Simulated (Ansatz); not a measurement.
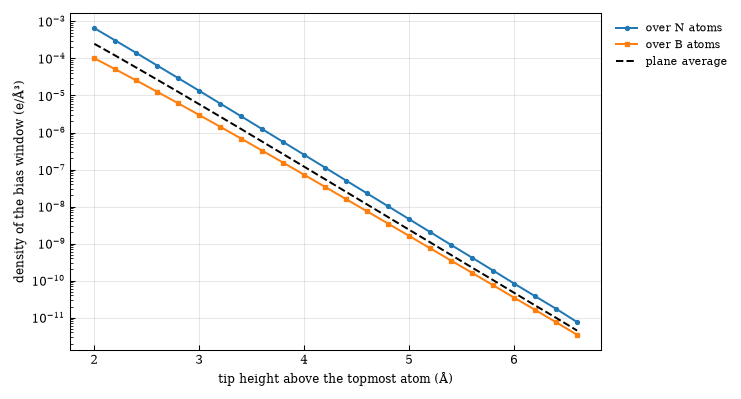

Approach curves over monolayer BN at a sample bias of −2.95 V.

Tersoff–Hamann simulation (s-wave tip); biases are sample biases. Zero bias is put in the middle of the gap by convention. Bias windows are sharp sums over the levels of the k mesh.

All numbers here come from Ansatz, DFT PBE+D3(BJ), scalar-relativistic, plane waves, PAW. Cutoff 420 eV, 48 × 48 k-points, Gaussian smearing 0.05 eV, dipole correction. No spin polarisation. The semilocal functional makes this wide gap too small, and with it the biases at which current sets in. The run warns that the functional's potential is rough in the thin density of the vacuum, where the tip is; weak contrasts and barriers may feel it.

Input file:

```yaml
crystal:
  lattice:
    - [2.5092919669, 2.9e-09, 0.0]
    - [-1.2546459859, 2.1731105874, 0.0]
    - [0.0, 0.0, 17.0000000006]
  atoms:
    - { symbol: B, position: [0.0, 0.0, 0.5] }
    - { symbol: "N", position: [0.6666666667, 0.3333333333, 0.5] }
basis:
  ecutwfc: 420
  fft_grid_basis: typed
kpoints:
  mp_grid: { grid: [48, 48, 1] }
hamiltonian:
  xc: pbe
  dispersion: d3bj
scf:
  occupations: { method: gaussian, width: 0.05 }
output:
  forces: true
  eigenvalues: true
  band_densities:
    - { e_range: [-4.35, -3.55] }
    - { e_range: [-3.55, -2.95] }
    - { e_range: [-2.95, -2.6] }
    - { e_range: [-2.6, 0.0] }
  band_residual_tolerance: 1.0e-05
  write_potential: true
  elf: true
  write_density: true
  volumetric_format: npy
efield:
  axis: 3
  dipole_correction: true
  ramp_width: 0.04
checkpoint:
  read: start.run
  write: ck
  compress: false
  write_wavefunctions: false
  write_every: 100000
```

Launched as:

```sh
ansatz run input.yaml --threads 1 --pin off --max-ram 2211MiB --backend cpu --events-out ev --progress --plain --runs-dir out
```

Run time of this step alone (it restarts from the relaxed density): 18 s on 1 thread of Arm Neoverse V2, with other jobs on the host, peak memory 0.5 GiB.

Q: Estimate the decay constant and the apparent barrier, and compare with the vacuum level, which the run puts 3.48 eV above zero bias.

A: Near 4 Å the plane average falls as exp(−3.91 z/Å), a factor of 50 per ångström, which gives an apparent barrier of 14.6 eV (0.952 eV Å² times the slope squared). The highest filled states lie 5.82 eV under the vacuum level. The apparent barrier is well above 5.82 eV. At 4 Å the 0.26 eV of states nearest the highest filled state carry 27 % of the density. The value exceeds even the 6.43 eV between the vacuum level and the deepest states of the window, so their depth alone doesn't explain it. States away from the zone centre decay faster, since their momentum along the surface adds to the barrier, and that may account for the rest.
